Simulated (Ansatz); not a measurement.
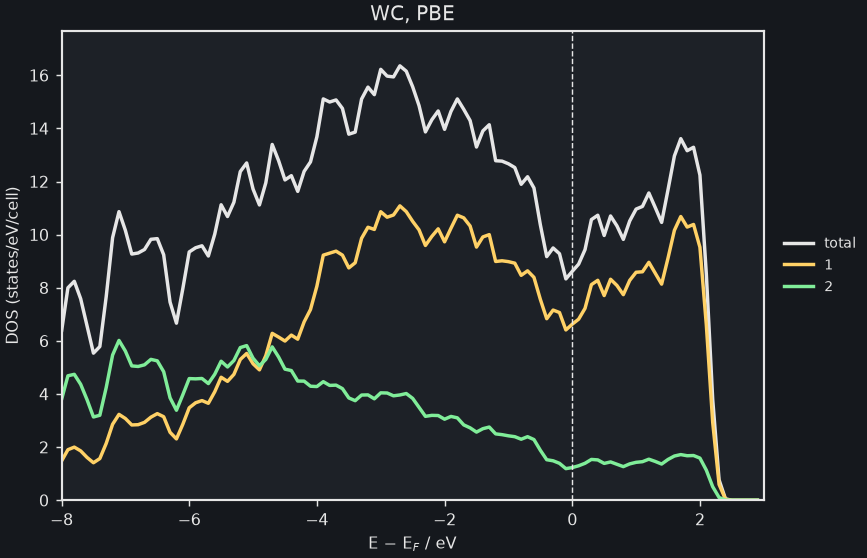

Density of states. Energies are counted from the Fermi level. The partial curves are projected on Löwdin-orthogonalised atomic shells.

Structure: WC, space group P1, 24 atoms in the cell.

Method: DFT PBE, scalar-relativistic, plane waves, PAW, no spin polarisation, 5×6×6 k mesh, 420 eV cutoff, Gaussian smearing of 0.1 eV (Ansatz).

> The numbered curves are projections. Which is which? The candidates: C 2p, W 5d.

1 is W 5d; 2 is C 2p.

> Metal or insulator, and how many states lie at the Fermi level?

It is a metal. The density of states at the Fermi level is about 8.9 per eV and cell (mean within 0.25 eV), or 0.37 per atom.

Spin-orbit coupling is left out, which matters for W.
